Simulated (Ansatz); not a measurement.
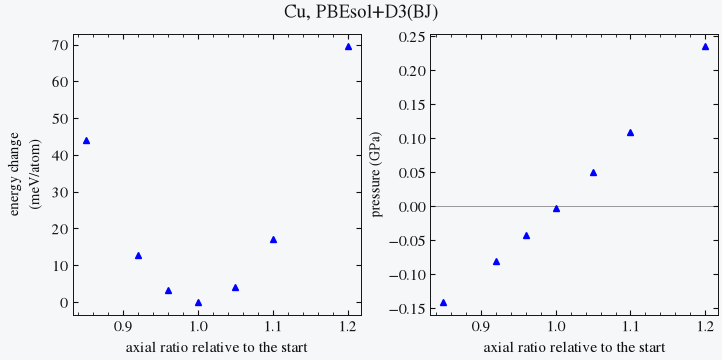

The figure shows the energy change and pressure against relative axial ratio for Cu, space group P2/m (No. 10).

Starting cell:
```
CELL_PARAMETERS angstrom
11.56832 0.00000 0.00000
0.00000 2.25464 0.00000
-4.59485 0.00000 21.74316
ATOMIC_POSITIONS crystal
Cu 0.50000 0.50000 0.50000
```

How it was computed, with Ansatz 0.2.0: deformation of a crystal at fixed volume, lengths along the axis scaled against those across it, fractional coordinates fixed, by plane-wave density functional theory with PAW datasets, free energies less that of the undisturbed cell, pressure positive in compression; scalar-relativistic. Level: PBEsol with D3(BJ), no spin polarisation.

wave cutoff 420 eV; k mesh 6×30×4; occupations Gaussian; smearing width 0.15 eV; k shift (0, 0, 0) (mesh steps); start relaxed; path axial; axis direction (0, 0, 1) (Cartesian unit vector).

Question: Where does the curve of the energy change have its lowest point?

Answer: The lowest computed point is at relative axial ratio 1.00 (0.00 meV/atom).

Question: Read off the course of the pressure.

Answer: It rises from −0.141 GPa at relative axial ratio 0.85 to 0.235 GPa at 1.20, and changes sign near 1.00.

Limits of the calculation: shape and atomic fractions are frozen while scaling, which makes layered, chain and framework solids too stiff.
